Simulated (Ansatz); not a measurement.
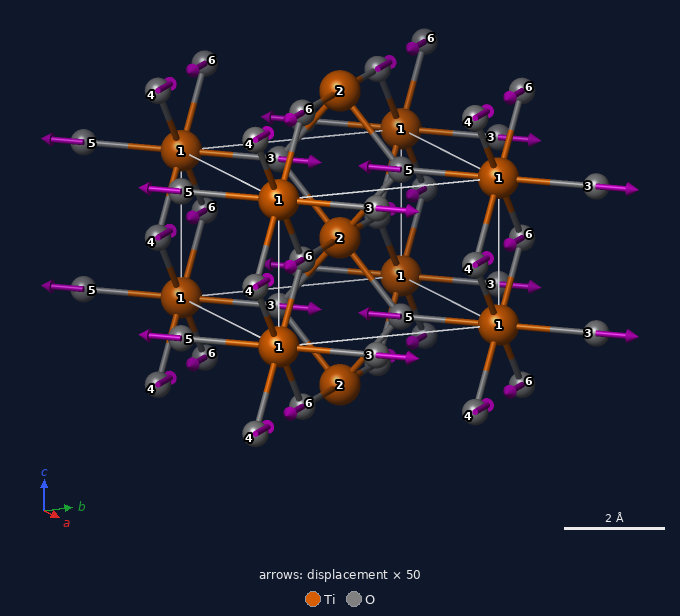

This is a relaxation of crystalline TiO$_{2}$ (set up in P4_2/mnm). The starting structure is drawn; purple arrows show the displacements (the part carried along by the change of the cell is left out), 50 times their true length.

Style: ball-and-stick. Shown: the cell of the calculation, slightly off an axis.

Case: volume × 1.10, shape and atoms relaxed.

These are results of Ansatz 0.2.0, DFT PBE, scalar-relativistic, plane waves, PAW, not measurements.

Input
```yaml
crystal:
  lattice:
    - [4.821068637, 0.0, 0.0]
    - [0.0, 4.821068637, 0.0]
    - [0.0, 0.0, 3.02423672]
  atoms:
    - { symbol: Ti, position: [0.0, 0.0, 0.0] }
    - { symbol: Ti, position: [0.5, 0.5, 0.5] }
    - { symbol: O, position: [0.3081744817, 0.3081744817, 0.0] }
    - { symbol: O, position: [0.1918255183, 0.8081744817, 0.5] }
    - { symbol: O, position: [0.6918255183, 0.6918255183, 0.0] }
    - { symbol: O, position: [0.8081744817, 0.1918255183, 0.5] }
basis:
  ecutwfc: 420
kpoints:
  mp_grid: { grid: [6, 6, 10] }
hamiltonian:
  xc: pbe
scf:
  occupations: { method: gaussian, width: 0.02 }
output:
  forces: true
  stress: true
  eigenvalues: true
  write_density: true
  write_potential: true
  elf: true
  volumetric_format: npy
relax:
  adjacent_minimum: "off"
  f_tol: 0.01
  max_steps: 30
  cell: { stress_tol: 0.1, fix: [volume] }
```

Launched with:
```bash
ansatz run input.yaml --threads 2 --pin off --max-ram 5120MiB --backend cpu --events-out ev --progress --plain --runs-dir out
```

Atoms of which element are displaced furthest, and by how much?

Answer. Oxygen: up to 0.018 Å, against 0.000 Å for titanium.

Describe the change and its energy.

Answer. The energy falls by 14.4 meV per cell of the calculation in 3 accepted moves (4 points after the start). Largest force component: 0.16 eV/Å at the start, 0.0043 eV/Å at the end. The pressure goes from −16.05 to −14.28 GPa. The SCF was repeated once at an unchanged geometry on a basis and grid sized afresh for the cell, which shifted the energy by 0.6 meV per cell of the calculation at most. The largest moves relative to the cell, 0.018 Å, are those of O3, O4, O5 and O6. O3 goes along [1 1 0]. Ti stays in place. The drawn cell changes at constant volume: a = b 4.821 → 4.844 Å (+0.5 %), c 3.024 → 2.996 Å (−0.9 %). Among the contacts that change: Ti1–O3 2.101 → 2.129 Å, Ti1–Ti1 3.024 → 2.996 Å, Ti1–O4 1.999 → 1.981 Å. The space group stays P4_2/mnm (No. 136).
